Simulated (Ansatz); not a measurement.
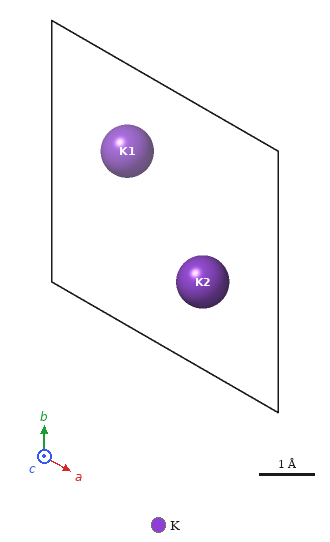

*The structure as given in the input (ball-and-stick view of the cell of the calculation, along the c axis; atoms are numbered from 1 in the order of the input).*

## Run report: K, single-point calculation

System: K (P6₃/mmc, 2 atoms in the cell).
Method: DFT, PBE, dispersion d3bj, plane waves, PAW, Ueff = 40 eV on K p, no spin polarisation (Ansatz 0.2.0).

The structure derives from a Materials Project entry. Some settings of this run were made unusual or wrong on purpose. Figures and captions count atoms from 1; the log counts them from 0 in places.

The input
```yaml
crystal:
  lattice:
    - [4.755457811, 0.0, 0.0]
    - [-2.3777289055, 4.118347271, 0.0]
    - [0.0, 0.0, 7.7774794454]
  atoms:
    - { symbol: K, position: [0.3333333333, 0.6666666667, 0.25] }
    - { symbol: K, position: [0.6666666667, 0.3333333333, 0.75] }
basis:
  ecutwfc: 420
kpoints:
  mp_grid: { grid: [12, 12, 6] }
hamiltonian:
  xc: pbe
  dispersion: d3bj
  hubbard: { sites: [{ species: K, l: p, u_eff: 40.0 }] }
scf:
  occupations: { method: gaussian, width: 0.1 }
  max_iter: 60
output:
  forces: true
  eigenvalues: true
  stress: true
```

Run on 1 thread of Intel Xeon @ 2.90GHz (Ice Lake), 128 GiB of memory available, shared host.

Launch command:
```bash
ansatz run input.yaml --threads 1 --pin off --max-ram 2560MiB --backend cpu --events-out ev --progress --plain --runs-dir out
```

What the program printed
```
K: projections on atomic orbitals take those of the free atom [Ne] 3s2 3p6 4s1, of charge +0.00 (hamiltonian.pseudopotentials.projection_atoms); the dataset's partial waves leave at most 2.3e-7 of an orbital's norm unspanned inside its sphere
K: the file doesn't list 4p, so it is added from the neutral free atom; the dataset's partial waves leave at most 9.3e-5 of an orbital's norm unspanned inside its sphere
Engine: ansatz 0.2.0, x86_64-unknown-linux-gnu
Pseudopotentials: kind: paw
Pseudopotential: K, paw, valence charge 9, recommended cutoff 420 eV (normal), K.paw.azcp
Functional definition: PBE
  parameter kappa = 0.804
  parameter beta = 0.06672455060314922
  exchange = pbe_x(kappa = kappa, mu = beta*pi^2/3)
  correlation = pbe_c(beta = beta)
Crystal: 2 atoms, lattice volume = 152.319 Å³
Basis set: ecut = 420 eV, 2947 PW (Γ), exchange–correlation on 64×64×108 points (8 copies of the dense FFT grid, shifted against one another)
Bands: 13, of which v1, the nominal top of the filled ones, is band 9 counted from 1 (8 counted from 0)
Symmetry: 24 space group operations
Space group: P63/mmc (ITA 194), of the structure as read, at distance tolerance 5.3e-5 Å
k-points: 76 of 864
Non-local potential: K, projectors of the file, l = 0: 3, l = 1: 2, l = 2: 2
PAW form: soft (Blöchl's): semilocal exchange-correlation on the pseudo side does not see the compensation charge
PAW one-centre angular grid: K, 110 points (default); XC on 64 Gauss nodes
Initial density: superposition of atomic densities (chi_scale 0.1, normalization cell)
Initial wavefunctions: pseudopotential atomic-orbital guess
Functional: x = pbe(κ = 0.804, μ = 0.2195149727645171), c = pbe(β = 0.06672455060314922)
iter 1 solved again at ethr=2.43e-4 eV; its pass at ethr=3.10e-3 eV (dr2=4.37e-2 eV) is discarded
SCF iter   1: F=—  HF=-3068.528824 eV  |F-HF|=—  |Δ(HF+E_count)|=         —  Δρ=5.11e-3  dr2=4.09e-2  ethr=2.43e-4  ⟨swp⟩=1.9  Hψ=8622  notcnv=0
preconditioner: auto → Kerker (q_TF=auto, 1.911 Å⁻¹)  [metal: Δε(μ)=0.013 eV  Ē_g=2.379 eV  σ=0.100 eV  W_gap=0.07  n_scr=22 (ndim 8)  ℏωp=4.3 eV  f_vac=0.000  D(μ)=1.60/eV (n_scr^D=2)]
SCF iter   2: F=—  HF=-3068.535148 eV  |F-HF|=—  |Δ(HF+E_count)|=   6.32e-3  Δρ=2.50e-3  dr2=1.27e-2  ethr=2.27e-4  ⟨swp⟩=3.0  Hψ=1908  notcnv=0
SCF iter   3: F=—  HF=-3068.546167 eV  |F-HF|=—  |Δ(HF+E_count)|=   1.10e-2  Δρ=6.91e-4  dr2=1.81e-3  ethr=7.06e-5  ⟨swp⟩=2.3  Hψ=1941  notcnv=0
SCF iter   4: F=—  HF=-3068.549802 eV  |F-HF|=—  |Δ(HF+E_count)|=   3.64e-3  Δρ=2.11e-4  dr2=2.27e-4  ethr=1.00e-5  ⟨swp⟩=2.7  Hψ=1272  notcnv=0
SCF iter   5: F=—  HF=-3068.550348 eV  |F-HF|=—  |Δ(HF+E_count)|=   5.46e-4  Δρ=5.43e-5  dr2=9.28e-6  ethr=1.26e-6  ⟨swp⟩=3.2  Hψ=1734  notcnv=0
SCF iter   6: F=—  HF=-3068.550360 eV  |F-HF|=—  |Δ(HF+E_count)|=   1.12e-5  Δρ=1.63e-5  dr2=9.54e-7  ethr=5.16e-8  ⟨swp⟩=3.1  Hψ=1723  notcnv=0
SCF iter   7: F=—  HF=-3068.550362 eV  |F-HF|=—  |Δ(HF+E_count)|=   2.33e-6  Δρ=6.10e-6  dr2=1.47e-7  ethr=5.30e-9  ⟨swp⟩=3.3  Hψ=1690  notcnv=0
SCF iter   8: F=-3068.550362 eV  HF=-3068.550362 eV  |F-HF|=1.05e-8  |Δ(HF+E_count)|=   2.09e-7  Δρ=1.38e-6  dr2=3.20e-9  ethr=5.56e-10  ⟨swp⟩=10.3  Hψ=6373  notcnv=0
SCF 1 converged in 8 iterations: F = -3068.550362 eV  dr2 = 3.20e-9
  greatest PAW one-centre occupation: 0.986 electrons in one spin orbital (limit 2), on the K atom at site 1 (counted from 0), in its partial waves of l = 0
```

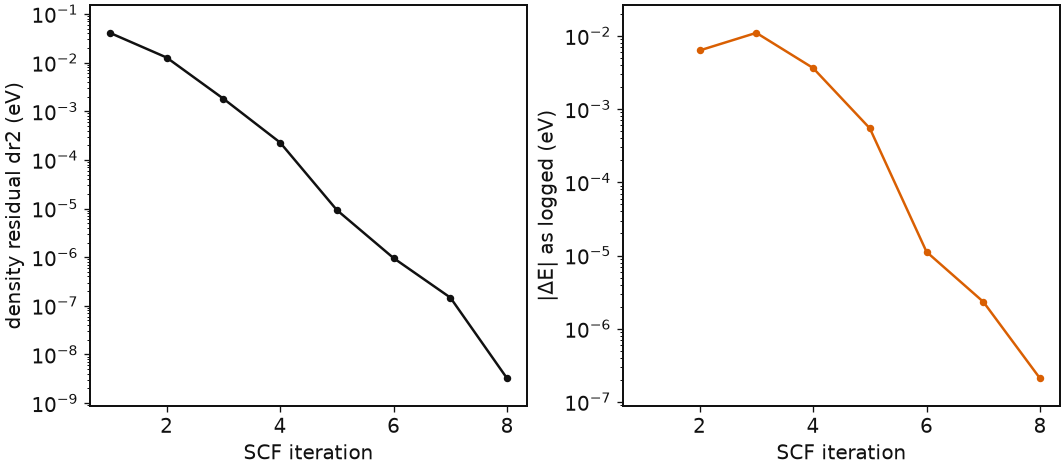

*Convergence of the self-consistent field: density residual dr2 and size of the energy change against the SCF iteration.*

The residual falls at every step.

```
SCF converged after 8 iterations
Free energy (F): -3068.550362 eV
Harris-Foulkes:  -3068.550362 eV  (|F-HF|=1.05e-8)
Internal energy: -3068.542398 eV  (E = F + TS)
E sigma→0 (E₀):  -3068.546380 eV
Entropy (-TS):   -0.007964 eV (-3.982 meV/atom)
Fermi energy:    3.955902 eV
--- Per-component energies (eV) ---
  E_band       = -278.517864
  E_kinetic    = 507.365380
  E_local      = -1526.997215  (includes V_loc(G=0)·N_el)
  E_nonlocal   = 27.231496
  E_hartree    = 547.808053
  E_xc         = -266.954489
  E_vxc        = -325.379309  (∫ρ·V_xc dr)
  E_hubbard    = 1.781691  (on-site DFT+U / exact-exchange correction)
  E_vhub       = 1.768264  (the Hubbard potential's part of the band-sum identity)
  E_paw        = -1563.831738  (= ΣΔE_a)
  E_vpaw       = -58.123054  (= ΣTr[D̂ρ^β])
  E_aug_tail   = -0.000006  (compensation charges beyond the density's cutoff)
  E_ewald      = -794.727043
  E_disp       = -0.218526  (pairwise vdW)
  E_smearing   = -0.007964  (= −TS)
  E_closure    = 0.000000  (closes the sum)
  Σ components = -3068.550362   (vs F -3068.550362, Δ=0.00e0)
--- Forces (eV/Å), atoms counted from 1 ---
  atom   1  K     -0.00000000     0.00000000     0.00000000
  atom   2  K      0.00000000    -0.00000000    -0.00000000
  max |Σ_I F_I| component: 1.16e-18 eV/Å
--- Stress (GPa, compression-positive) ---
        6.160743       0.000000      -0.000000
        0.000000       6.160743      -0.000000
       -0.000000      -0.000000       6.232799
  P = ⅓ Tr σ = 6.1848 GPa (61.848 kbar)
--- Band table (eV; the first three rows and the last of 76) ---
  k-point 0: bands = ["-30.3646", "-30.3614", "-13.7335", "-13.7023", "-13.7023", "-13.6505", "-13.6505", "-13.6417", "-0.3663", "2.0228", "5.8102", "6.4264", "6.4264"]
  k-point 1: bands = ["-30.1896", "-29.5702", "-13.7706", "-13.7451", "-13.6998", "-13.6998", "-13.6548", "-13.6548", "1.5052", "2.1875", "6.0330", "6.0330", "6.3873"]
  k-point 2: bands = ["-29.7811", "-29.2004", "-13.8295", "-13.7753", "-13.6922", "-13.6922", "-13.6662", "-13.6662", "2.5924", "2.9015", "5.7733", "5.7733", "6.0684"]
  k-point 75: bands = ["-30.3606", "-30.3606", "-13.8525", "-13.8525", "-13.8369", "-13.8369", "-13.7195", "-13.7195", "3.3009", "3.3009", "6.0206", "6.0206", "6.7048"]
Occupation matrices written to [file]
```

What the run reported

| quantity | value |
| --- | --- |
| outcome | converged |
| space group (tolerance 0.01 Å) | P6₃/mmc (194) |
| electrons treated | 18 |
| free energy | −3068.5504 eV |
| Fermi energy | 3.956 eV |
| gap on the k-point mesh | none (metallic) |
| pressure | 6.18 GPa |
| largest force (length of the vector) | under 0.001 eV/Å |
| wall time | 9.4 s |
| peak memory | 0.58 GiB |

Diagnosis

A setting was made wrong on purpose: an enormous or negative U (`hamiltonian.hubbard`). Such a U drives the occupations to unphysical values. The run converged all the same; its numbers are those of the faulty input and shouldn't be used.
